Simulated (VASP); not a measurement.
## ZnCu: interstitial C from one void to a neighbouring one

How hard is this move in ZnCu: interstitial C from one void to a neighbouring one? Both ends are relaxed first, then a band of images between them. The start is a cell from a database of measured crystal structures.

Program: VASP 6.6.1. Level of theory: PBEsol; plane waves and PAW (Zn, Cu), in the first sound run; inputs show where later runs differ. Results are calculated unless marked as measured.

**1. The host crystal**

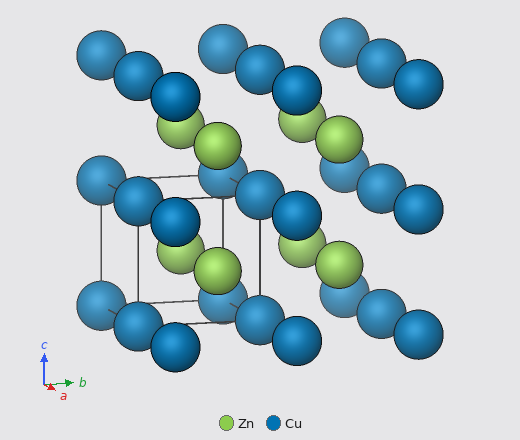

The starting structure, seen slightly off an axis (zinc green, copper blue). 2×2×2 cells are drawn. Some periodic images of atoms are drawn too.

Coordinates:

```xyz
2
Lattice="2.9450 0.0000 0.0000 0.0000 2.9450 0.0000 0.0000 0.0000 2.9450" Properties=species:S:1:pos:R:3 pbc="T T T"
Zn    1.4725    1.4725    1.4725
Cu    0.0000    0.0000    0.0000
```

**2. Relax the host**

Cell and atoms are relaxed first, so that later runs start from this functional's own cell.

Input file INCAR:

```
SYSTEM = ZnCu
PREC = Accurate
ENCUT = 400
EDIFF = 1E-06
NELM = 120
ISMEAR = 1
SIGMA = 0.15
LREAL = .FALSE.
ALGO = Normal
GGA = PS
NBANDS = 17
LASPH = .TRUE.
LORBIT = 11
LWAVE = .FALSE.
LCHARG = .FALSE.
KPAR = 6
IBRION = 2
NSW = 40
ISIF = 3
EDIFFG = -0.02
POTIM = 0.4
```

Input file POSCAR:

```
ZnCu
1.0
    2.9450000000      0.0000000000      0.0000000000
    0.0000000000      2.9450000000      0.0000000000
    0.0000000000      0.0000000000      2.9450000000
Zn Cu
1 1
Direct
    0.5000000000      0.5000000000      0.5000000000
    0.0000000000      0.0000000000      0.0000000000
```

Input file KPOINTS:

```
Automatic mesh
0
Gamma
11 11 11
0 0 0
```

Potentials, in the order of the species: Zn and Cu (PBE family, release 64).

Run with:

```
$ mpirun -np 6 vasp_std
```

The log of the run:

```text
[banner, memory and clock lines left out]
running    6 mpi-ranks, on    1 nodes
 distrk:  each k-point on    1 cores,    6 groups
 distr:  one band on    1 cores,    1 groups

 POSCAR found type information on POSCAR ZnCu
 POSCAR found :  2 types and       2 ions
|                                                                             |
|           W    W    AA    RRRRR   N    N  II  N    N   GGGG   !!!           |
|           W    W   A  A   R    R  NN   N  II  NN   N  G    G  !!!           |
|           W    W  A    A  R    R  N N  N  II  N N  N  G       !!!           |
|           W WW W  AAAAAA  RRRRR   N  N N  II  N  N N  G  GGG   !            |
|           WW  WW  A    A  R   R   N   NN  II  N   NN  G    G                |
|           W    W  A    A  R    R  N    N  II  N    N   GGGG   !!!           |
|                                                                             |
|     For optimal performance we recommend to set                             |
|       NCORE = 2 up to number-of-cores-per-socket                            |
|     NCORE specifies how many cores store one orbital (NPAR=cpu/NCORE).      |
|     This setting can greatly improve the performance of VASP for DFT.       |
|     The default, NCORE=1 might be grossly inefficient on modern             |
|     multi-core architectures or massively parallel machines. Do your        |
|     Unfortunately you need to use the default for GW and RPA                |
|     calculations (for HF NCORE is supported but not extensively tested      |
|     yet).                                                                   |
|                                                                             |

|                                                                             |
|               ----> ADVICE to this user running VASP <----                  |
|                                                                             |
|     You enforced a specific xc type in the INCAR file but a different       |
|     [... a line on the potential file left out ...]
|     I HOPE YOU KNOW WHAT YOU ARE DOING!                                     |
|                                                                             |

 LDA part: xc-table for (Slater+PW92), standard interpolation
 POSCAR, INCAR and KPOINTS ok, starting setup
 FFT: planning ... GRIDC
 FFT: planning ... GRID_SOFT
 FFT: planning ... GRID
 WAVECAR not read
 entering main loop
       N       E                     dE             d eps       ncg     rms          rms(c)
DAV:   1     0.101648842251E+03    0.10165E+03   -0.97294E+03  2008   0.188E+03
DAV:   2    -0.407834050363E+01   -0.10573E+03   -0.10160E+03  1906   0.280E+02
DAV:   3    -0.737586196818E+01   -0.32975E+01   -0.32835E+01  2176   0.652E+01
DAV:   4    -0.740146108545E+01   -0.25599E-01   -0.25593E-01  2278   0.527E+00
DAV:   5    -0.740181888694E+01   -0.35780E-03   -0.35779E-03  2317   0.631E-01    0.103E+01
DAV:   6    -0.723698440082E+01    0.16483E+00   -0.18695E+01  1998   0.105E+02    0.667E+00
DAV:   7    -0.609836219551E+01    0.11386E+01   -0.39673E+00  2049   0.110E+02    0.219E+00
DAV:   8    -0.609846038098E+01   -0.98185E-04   -0.18982E-01  2544   0.604E+00    0.124E+00
DAV:   9    -0.608867519538E+01    0.97852E-02   -0.12907E-02  2268   0.251E+00    0.708E-02
DAV:  10    -0.608864487791E+01    0.30317E-04   -0.76739E-04  2976   0.599E-01    0.501E-02
DAV:  11    -0.608863455967E+01    0.10318E-04   -0.97150E-05  2328   0.297E-01    0.114E-02
DAV:  12    -0.608863398807E+01    0.57159E-06   -0.66055E-06  2305   0.539E-02
   1 F= -.60886340E+01 E0= -.60884990E+01  d E =-.608863E+01
 curvature:   0.00 expect dE= 0.000E+00 dE for cont linesearch  0.000E+00
 trial: gam= 0.00000 g(F)=  0.000E+00 g(S)=  0.370E-01 ort = 0.000E+00 (trialstep = 0.100E+01)
 search vector abs. value=  0.370E-01
 bond charge predicted
       N       E                     dE             d eps       ncg     rms          rms(c)
DAV:   1    -0.705497414959E+01   -0.96634E+00   -0.10593E+01  1950   0.715E+01    0.785E+00
DAV:   2    -0.652473788423E+01    0.53024E+00   -0.74375E+00  1968   0.689E+01    0.384E+00
DAV:   3    -0.614520723964E+01    0.37953E+00   -0.17135E+00  1957   0.494E+01    0.168E+00
DAV:   4    -0.611533645346E+01    0.29871E-01   -0.82711E-02  2792   0.675E+00    0.754E-01
DAV:   5    -0.610400913262E+01    0.11327E-01   -0.44306E-03  3090   0.135E+00    0.644E-02
DAV:   6    -0.610403140535E+01   -0.22273E-04   -0.49292E-04  2692   0.382E-01    0.384E-02
DAV:   7    -0.610402620499E+01    0.52004E-05   -0.44949E-05  2827   0.203E-01    0.617E-03
DAV:   8    -0.610402632330E+01   -0.11830E-06   -0.18285E-06  1294   0.463E-02
   2 F= -.61040263E+01 E0= -.61039971E+01  d E =-.153923E-01
 trial-energy change:   -0.015392  1 .order   -0.014692   -0.037013    0.007630
 step:   0.8416(harm=  0.8291)  dis= 0.00000  next Energy=    -6.104628 (dE=-0.160E-01)
 bond charge predicted
       N       E                     dE             d eps       ncg     rms          rms(c)
DAV:   1    -0.612748407012E+01   -0.23458E-01   -0.27343E-01  1952   0.120E+01    0.117E+00
DAV:   2    -0.611264892025E+01    0.14835E-01   -0.15038E-01  1966   0.969E+00    0.539E-01
DAV:   3    -0.610600088419E+01    0.66480E-02   -0.39035E-02  1954   0.585E+00    0.316E-01
DAV:   4    -0.610491065790E+01    0.10902E-02   -0.21232E-03  2668   0.133E+00    0.123E-01
DAV:   5    -0.610460578004E+01    0.30488E-03   -0.19929E-04  3013   0.232E-01    0.811E-03
DAV:   6    -0.610460646360E+01   -0.68357E-06   -0.11745E-05  2633   0.614E-02    0.375E-03
DAV:   7    -0.610460750062E+01   -0.10370E-05   -0.17394E-07  1031   0.128E-02    0.494E-04
DAV:   8    -0.610460755886E+01   -0.58238E-07   -0.20558E-07   972   0.874E-03
   3 F= -.61046076E+01 E0= -.61045668E+01  d E =-.159736E-01
 curvature:  -0.41 expect dE=-0.968E-07 dE for cont linesearch -0.968E-07
 trial: gam=-0.00251 g(F)=  0.183E-64 g(S)=  0.235E-06 ort = 0.932E-04 (trialstep = 0.968E+00)
 search vector abs. value=  0.101E-09
 reached required accuracy - stopping structural energy minimisation
```

The job ended after 5 s (6 MPI ranks of Intel Xeon 6975P-C (Granite Rapids), shared host; peak memory 0.86 GiB).

Lines that name or quote the potential files are left out of all logs, and their timing lines are given in words.

From OUTCAR (step 2):

```text
ion  position               nearest neighbor table
   1  0.500  0.500  0.500-   2 2.55   2 2.55   2 2.55   2 2.55   2 2.55   2 2.55   2 2.55   2 2.55

  LATTYP: Found a simple cubic cell.
 ALAT       =     2.9450000000

 Subroutine GETGRP returns: Found 48 space group operations
 (whereof 48 operations were pure point group operations)

The static configuration has the point symmetry O_h .

 Found     56 irreducible k-points:

   k-points           NKPTS =     56   k-points in BZ     NKDIM =     56   number of bands    NBANDS=     17

   dimension x,y,z NGX =    20 NGY =   20 NGZ =   20
   dimension x,y,z NGXF=    40 NGYF=   40 NGZF=   40

   ENCUT  =  400.0 eV  29.40 Ry    5.42 a.u.   4.80  4.80  4.80*2*pi/ulx,y,z

   NELECT =      23.0000    total number of electrons

 k-points in reciprocal lattice and weights: Automatic mesh
   0.00000000  0.00000000  0.00000000       0.001
   0.09090909  0.00000000  0.00000000       0.005
   0.18181818  0.00000000  0.00000000       0.005
   0.27272727  0.00000000  0.00000000       0.005
   0.36363636  0.00000000  0.00000000       0.005
   0.45454545  0.00000000  0.00000000       0.005
   0.09090909  0.09090909  0.00000000       0.009
   0.18181818  0.09090909  0.00000000       0.018
   0.27272727  0.09090909  0.00000000       0.018
[...]
0.45454545  0.45454545  0.36363636       0.018
   0.45454545  0.45454545  0.45454545       0.006

 average (electrostatic) potential at core
       1 -33.7536       2 -65.7641

 E-fermi :   5.6526

 k-point     1 :       0.0000    0.0000    0.0000
  band No.  band energies     occupation
    ...
      7       2.0589      2.00000
      8       2.0589      2.00000
      9       2.9435      2.00000
     10       2.9435      2.00000
     11       2.9435      2.00000
     12      12.0748      0.00000
     13      12.0748      0.00000
     14      12.0748      0.00000
     15      17.2557      0.00000
     16      17.2557      0.00000
    ...

 k-point     2 :       0.0909    0.0000    0.0000
  band No.  band energies     occupation
    ...
      7       2.0479      2.00000
      8       2.0730      2.00000
      9       2.8893      2.00000
     10       2.8893      2.00000
     11       2.9368      2.00000
     12      10.7418      0.00000
     13      12.3118      0.00000
     14      12.3118      0.00000
     15      17.3353      0.00000
     16      17.9258      0.00000
    ...

 k-point     3 :       0.1818    0.0000    0.0000
  band No.  band energies     occupation
    ...
      7       2.0179      2.00000
      8       2.0956      2.00000
      9       2.7511      2.00000
     10       2.7511      2.00000
     11       2.9187      2.00000
     12       8.4231     -0.00000
     13      12.9964      0.00000
     14      12.9964      0.00000
     15      17.5776      0.00000
     16      18.3105      0.00000
    ...

  Total       -0.0020134     -0.0020134     -0.0020134      0.0000000     -0.0000000      0.0000000
  in kB       -0.1313444     -0.1313444     -0.1313444      0.0000000     -0.0000000      0.0000000
  external PRESSURE =      -0.1313444 kB  Pullay stress =       0.0000000 kB

  energy-cutoff  :      400.00
  volume of cell :       24.56
      direct lattice vectors                 reciprocal lattice vectors
     2.906754918  0.000000000  0.000000000     0.344026252 -0.000000000  0.000000000
     0.000000000  2.906754918  0.000000000    -0.000000000  0.344026252  0.000000000
    -0.000000000 -0.000000000  2.906754918    -0.000000000 -0.000000000  0.344026252

 POSITION                                       TOTAL-FORCE (eV/Angst)
 -----------------------------------------------------------------------------------
      1.45338      1.45338      1.45338         0.000000      0.000000      0.000000
      0.00000      0.00000      0.00000        -0.000000     -0.000000      0.000000
 -----------------------------------------------------------------------------------
    total drift:                               -0.000000      0.000000     -0.000000

  FREE ENERGIE OF THE ION-ELECTRON SYSTEM (eV)
  ---------------------------------------------------
  free  energy   TOTEN  =        -6.1046075589 eV

  energy  without entropy=       -6.1044852785  energy(sigma->0) =       -6.10456680

 reached required accuracy - stopping structural energy minimisation

 total charge
# of ion       s       p       d       tot
------------------------------------------
    1        0.592   0.561   9.739  10.891
    2        0.440   0.414   9.178  10.031
--------------------------------------------------
tot          1.031   0.974  18.916  20.922

[... 3 further parts left out ...]
```

This run has no spin polarisation. Its electron count is odd, so without a moment it is a metal by construction. The PAW data sets were made with PBE, which is usual practice but a small mismatch for other functionals. The run keeps the 48 symmetry operations of its start, so it cannot find a distortion of lower symmetry.

Relaxation path:

```
step  energy less that of the first step (eV)  largest force (eV/Å)  pressure (GPa)  volume (Å³)
   1                                   0.0000                0.0000           -5.02        25.54
   2                                  -0.0154                0.0000            1.08        24.38
   3                                  -0.0160                0.0000           -0.01        24.56
```

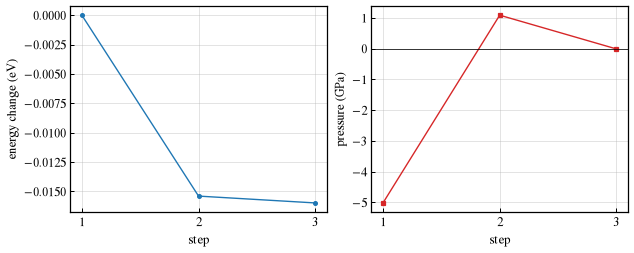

Energy and pressure along the relaxation.

```
conventional cell, symmetrised  before  after  change
                         a (Å)   2.945  2.907  -1.3 %
                         b (Å)   2.945  2.907  -1.3 %
                         c (Å)   2.945  2.907  -1.3 %
              volume (Å³/atom)   12.77  12.28  -3.8 %
```

The relaxed structure:

```cif
data_structure
_symmetry_space_group_name_H-M 'P 1'
_symmetry_Int_Tables_number 1
_cell_length_a 2.9068
_cell_length_b 2.9068
_cell_length_c 2.9068
_cell_angle_alpha 90.000
_cell_angle_beta 90.000
_cell_angle_gamma 90.000
_cell_volume 24.56
loop_
_atom_site_label
_atom_site_type_symbol
_atom_site_fract_x
_atom_site_fract_y
_atom_site_fract_z
_atom_site_occupancy
Zn1 Zn 0.50000 0.50000 0.50000 1
Cu2 Cu 0.00000 0.00000 0.00000 1
```

This step gave:

```
electronic cycles   : 28
electrons           : 23
free energy (TOTEN) : -6.105 eV
Fermi energy        : 5.653 eV
metallic            : yes
```

The run ended after 3 ionic steps, 0.016 eV below its first step, once forces and stress met EDIFFG = -0.02.

(Continued in part 2 of 5.)

[Lines on the potential files, build, host, timing and source positions are cut from VASP's logs without a mark.]

[Logs are printed without paths, hosts, clocks, repeated set-up lines and the standing remarks that a program may print on its own settings, such as how far it seeks lower states.]

[Hosts, paths, dates, database ids (printed as entryN), source tags and the programs' standing remarks are cut or masked in the printed files.]

[Runs that stopped without an error message from VASP are left out.]
